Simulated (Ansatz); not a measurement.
# Calculations on Ag

**1. Vibrations**

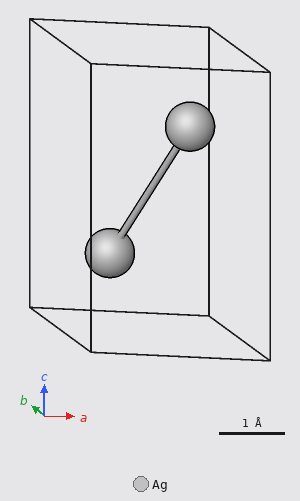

Phonons of crystalline Ag, space group P6₃/mmc (No. 194), at the zone centre. A ball-and-stick model of the cell of the calculation, seen slightly off an axis.

These are results of DFT LDA, scalar-relativistic, plane waves, PAW in Ansatz 0.2.0, not measurements. Settings: plane-wave cutoff 420 eV; k-point mesh 18 × 18 × 10; occupations fermi dirac; smearing width 0.15 eV; no spin polarisation.

The frequencies depend somewhat on the k-mesh and the smearing.

**Which optical modes does it have, at what frequencies, and is it stable there?**

The calculation's cell holds 2 atoms, so there are 3 optical modes, in 2 levels. The optical modes span E₂g + B₁g. No level is unstable.

```tsv
level	symmetry	frequency (cm⁻¹)	activity
1	E₂g	74	Raman-active
2	B₁g	187	silent
```

The displacement patterns (one member of each degenerate set):

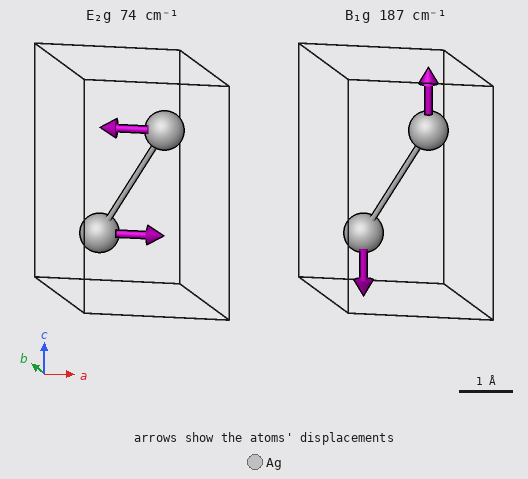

**2. Vibrations**

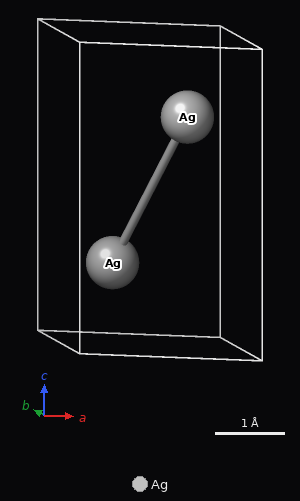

Phonons of solid Ag at 0.98 times its rest volume, space group P6₃/mmc (No. 194), at the zone centre. A ball-and-stick model of the cell of the calculation, seen slightly off an axis.

Method: Ansatz 0.2.0, DFT LDA, scalar-relativistic, plane waves, PAW. (plane-wave cutoff 420 eV; k-point mesh 18 × 18 × 10; occupations fermi dirac; smearing width 0.15 eV; no spin polarisation)

The frequencies depend somewhat on the k-mesh and the smearing.

**Which optical modes does it have, at what frequencies, and is it stable there?**

The calculation's cell holds 2 atoms, so there are 3 optical modes, in 2 levels. The optical modes span E₂g + B₁g. No level is unstable.

```tsv
level	symmetry	frequency (cm⁻¹)	activity
1	E₂g	77	Raman-active
2	B₁g	197	silent
```

The displacement patterns (one member of each degenerate set):

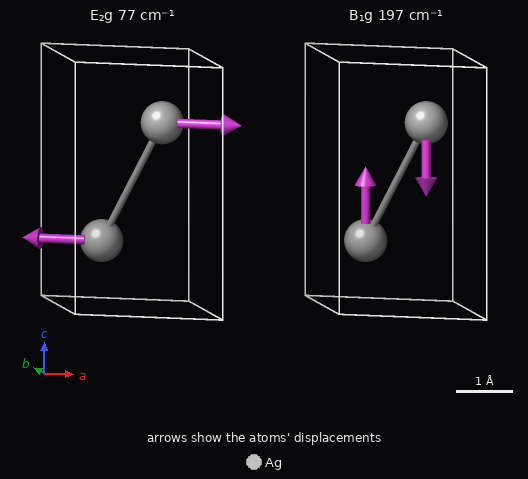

**3. One mode**

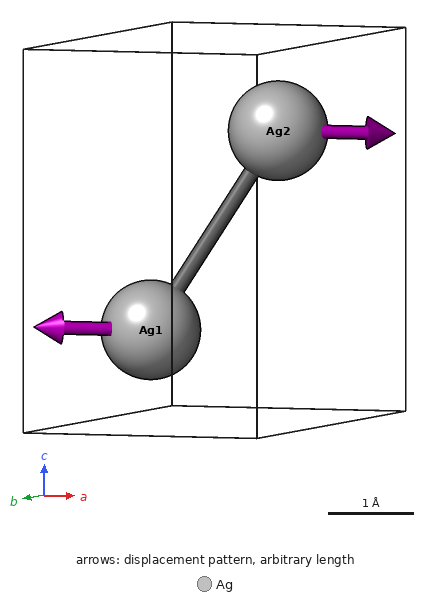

One vibrational mode of solid Ag relaxed at 5 GPa at the zone centre. The purple arrows give the relative displacements of the atoms. The picture is a ball-and-stick view of the cell of the calculation, seen from a free direction.

Level of theory: DFT LDA, scalar-relativistic, plane waves, PAW in Ansatz. Set-up: plane-wave cutoff 420 eV; k-point mesh 18 × 18 × 10; occupations fermi dirac; smearing width 0.15 eV; target pressure 5 GPa; no spin polarisation.

The frequencies depend somewhat on the k-mesh and the smearing.

Describe the mode and give its frequency.

This is the E₂g mode (doubly degenerate; one member of the set is drawn) at 79 cm⁻¹, the lowest optical level, Raman-active by symmetry. All motion is along a; atoms of one kind move against one another, with no net shift of their sublattice.

**4. Softest mode**

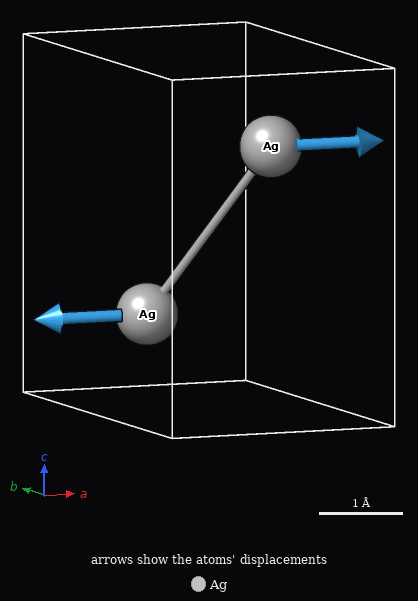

The lowest optical mode of crystalline Ag relaxed at 11 GPa, space group P6₃/mmc (No. 194), at the zone centre. Displacements are drawn as blue arrows; their common scale and sign are arbitrary. A ball-and-stick model of the cell of the calculation, seen from a free direction.

Computed with DFT LDA, scalar-relativistic, plane waves, PAW (Ansatz). (plane-wave cutoff 420 eV; k-point mesh 18 × 18 × 10; occupations fermi dirac; smearing width 0.15 eV; target pressure 11 GPa; no spin polarisation)

The frequencies depend somewhat on the k-mesh and the smearing.

Q: Is the structure stable against all modes at this point?

A: Yes: this softest mode has a real frequency, and so have all others here. That speaks for this wave vector alone: the rest of the zone wasn't checked in this run. This is the E₂g mode (doubly degenerate; one member of the set is drawn) at 10.5 meV, the lowest optical level, Raman-active by symmetry. All motion is along a; atoms of one kind move against one another, with no net shift of their sublattice.
